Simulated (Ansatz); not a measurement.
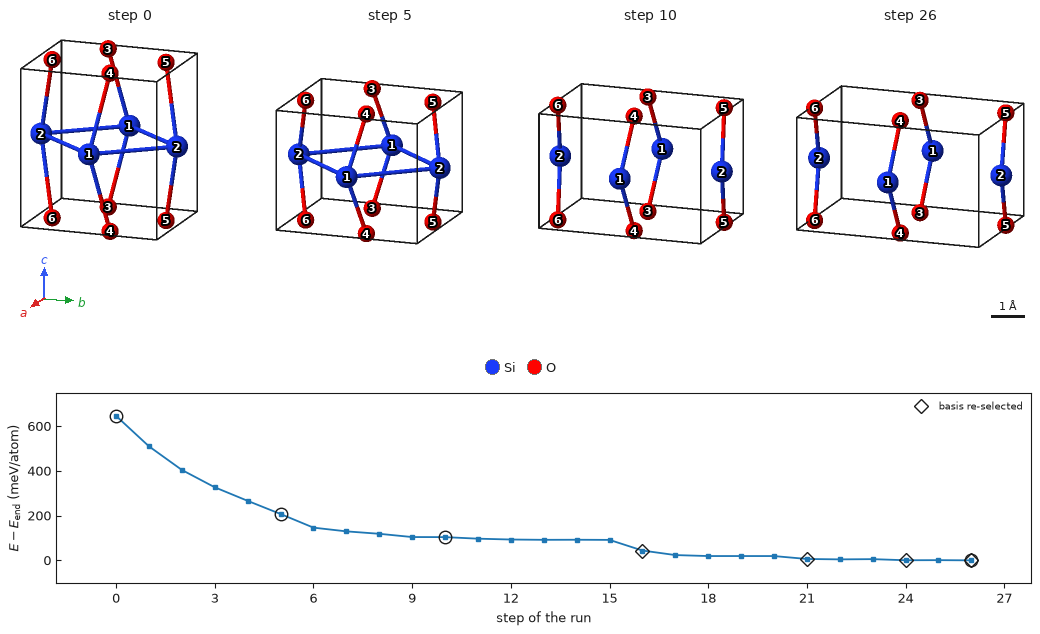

Frames of a relaxation of solid SiO₂ (a generated structure, set up in Pbam) (coarse preliminary run), marked on the history of the run. The picture is a ball-and-stick view of the cell of the calculation, seen slightly off an axis.

These are results of Ansatz 0.2.0, DFT PBE, scalar-relativistic, plane waves, PAW, not measurements.

Input file:
```yaml
crystal:
  lattice:
    - [3.60473994, 0.0, 0.0]
    - [0.0, 4.46266866, 0.0]
    - [0.0, 0.0, 5.04644793]
  atoms:
    - { symbol: Si, position: [0.0, 0.5, 0.5] }
    - { symbol: Si, position: [0.5, 0.0, 0.5] }
    - { symbol: O, position: [0.12634784, 0.38176006, 0.0] }
    - { symbol: O, position: [0.87365216, 0.61823994, 0.0] }
    - { symbol: O, position: [0.37365216, 0.88176006, 0.0] }
    - { symbol: O, position: [0.62634784, 0.11823994, 0.0] }
basis:
  ecutwfc: 420
kpoints:
  mp_grid: { grid: [6, 4, 4] }
hamiltonian:
  xc: pbe
scf:
  occupations: { method: gaussian, width: 0.1 }
  lower_state_search: "off"
output:
  forces: true
  stress: true
  eigenvalues: true
relax:
  adjacent_minimum: "off"
  f_tol: 0.04
  max_steps: 70
  cell: { stress_tol: 0.4 }
```

Command:
```bash
ansatz run input.yaml --threads 1 --pin off --max-ram 2560MiB --backend cpu --events-out ev --progress --plain --runs-dir out
```

**What happens along the run?**

Over 22 accepted moves (26 points after the start) the energy falls by 646 meV per atom. The largest force component goes from 2.3 to 0.0059 eV/Å. The pressure goes from −6.16 to 0.06 GPa. At 4 points the geometry stayed and the basis and grid were re-selected for the new cell (energy shift of 47.6 meV per atom at most each time). The largest moves relative to the cell, 0.63 Å, are those of O3, O4, O5 and O6. O6 goes along [2 −3 0]. Si stays in place. The drawn cell changes as follows: a 3.605 → 3.987 Å (+10.6 %), b 4.463 → 5.987 Å (+34.2 %), c 5.046 → 3.585 Å (−29.0 %); the volume changes by +5.4 %. Near-neighbour distances that change, for instance: Si1–Si2 2.868 → 3.597 Å, Si1–O3 2.618 → 1.950 Å, O3–O4 1.394 → 1.537 Å. The space group stays Pbam (No. 55). From step 0 to 5: O atoms move most (0.13 Å), volume −12.5 %, energy −439 meV per atom. From step 5 to 10: O atoms move most (0.37 Å), volume +3.2 %, energy −103 meV per atom. From step 10 to 26: O atoms move most (0.10 Å), volume +16.7 %, energy −104 meV per atom.

```csv
step,"E − E(0), meV/atom","largest force component, eV/Å","pressure, GPa","volume, Å³/atom",note
0,0.00,2.3101,-6.16,13.530,
1,-136.11,1.1765,-4.42,13.210,
2,-241.73,0.3598,-1.68,12.816,
3,-319.28,0.5726,0.39,12.394,
4,-379.92,0.5380,1.54,12.065,
5,-438.74,0.3933,3.59,11.844,
6,-499.76,0.1095,3.89,11.999,
7,-516.38,0.2659,-0.52,12.634,
8,-527.28,0.8968,1.51,12.486,
9,-541.85,0.2778,-0.95,12.280,
10,-542.17,0.6498,-4.32,12.223,
11,-549.13,0.0624,0.35,12.273,
12,-552.91,0.1444,0.29,12.233,
13,-554.27,0.0504,0.21,12.008,
14,-553.92,0.0578,-0.44,12.155,
15,-554.56,0.0038,0.00,12.123,
16,-602.13,0.0184,3.84,12.123,"same geometry, new basis"
17,-622.44,0.0512,1.24,12.857,
18,-626.79,0.1449,0.04,13.210,
19,-626.82,0.0711,0.31,13.272,
20,-626.85,0.0089,-0.01,13.315,
21,-639.89,0.0078,1.31,13.315,"same geometry, new basis"
22,-641.67,0.0050,0.63,13.719,
23,-640.65,0.0019,0.04,14.082,
24,-645.57,0.0023,0.21,14.082,"same geometry, new basis"
25,-645.15,0.0055,0.03,14.263,
26,-646.05,0.0059,0.06,14.263,"same geometry, new basis"
```
